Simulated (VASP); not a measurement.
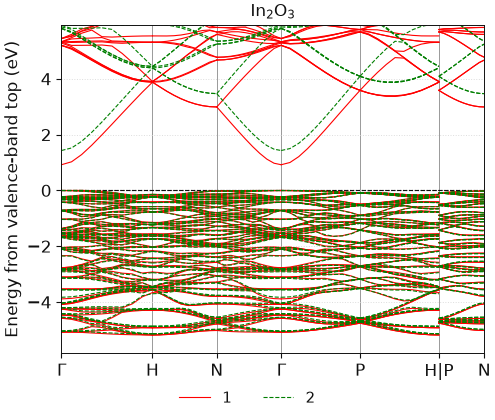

Band structures of In2O3, space group Ia-3, 40 atoms in the primitive cell (cubic a = 10.295 Å), by two methods on the same cell. Each is counted from its own valence-band top.

Question: Which curve is which? The methods: PBE, r2SCAN.

Answer: 1 is PBE; 2 is r2SCAN. PBE gives a gap of 0.92 eV along the path and r2SCAN gives a gap of 1.43 eV along the path.

Settings. PBE: VASP PAW PBE potentials, release 64 (In_d, O), no spin polarisation, no spin-orbit coupling, 6×6×6 k mesh, 450 eV cutoff, Gaussian smearing of 0.02 eV (VASP). r2SCAN: VASP PAW PBE potentials, release 64 (In_d, O), no spin polarisation, no spin-orbit coupling, 6×6×6 k mesh, 450 eV cutoff, Gaussian smearing of 0.02 eV (VASP).

LDA, GGA and most meta-GGA functionals understate gaps. The cell was derived from a database entry in an earlier step, so it needn't be the measured one. r2SCAN: the PAW data sets were made with another functional.
